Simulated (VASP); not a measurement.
```
Al P
1.0
     5.45100    0.00000    0.00000
     0.00000    3.85444    0.00000
     0.00000    0.00000   37.19941
Al P
12 12
Direct
  0.56643 0.50000 0.22584
  0.98740 0.00000 0.26304
  0.49162 0.50000 0.31834
  0.99052 0.00000 0.36935
  0.49195 0.50000 0.42208
  0.99174 0.00000 0.47380
  0.49174 0.50000 0.52620
  0.99195 0.00000 0.57792
  0.49052 0.50000 0.63065
  0.99162 0.00000 0.68166
  0.48740 0.50000 0.73696
  0.06643 0.00000 0.77416
  0.76938 0.00000 0.20818
  0.23887 0.50000 0.26608
  0.74513 0.00000 0.31681
  0.24172 0.50000 0.37014
  0.74274 0.00000 0.42167
  0.24251 0.50000 0.47410
  0.74251 0.00000 0.52590
  0.24274 0.50000 0.57833
  0.74172 0.00000 0.62986
  0.24513 0.50000 0.68319
  0.73887 0.00000 0.73392
  0.26938 0.50000 0.79182
```

Method: VASP, Kohn-Sham DFT of a periodic cell, PBEsol, VASP PAW PBE potentials, recommended.

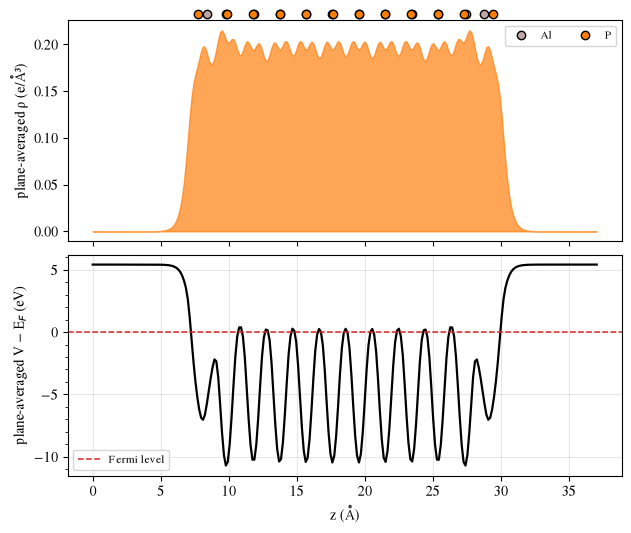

AlP (slab). Plane average of the electrostatic potential (local pseudopotential plus Hartree) felt by an electron and of the valence pseudo-density across the slab. Circles mark the heights of the atoms.

Core electrons are frozen (PAW), and the valence fields are smoothed inside the atomic spheres.

How far above the Fermi level of the calculation is the vacuum level?

5.4 eV. The slab has a gap, so the Fermi level lies inside it and this isn't a work function in the metallic sense.

What are the slab's thickness and the vacuum gap?

The outermost nuclei are 21.7 Å apart, in 14 atomic planes; the vacuum between periodic images is 15.5 Å wide.
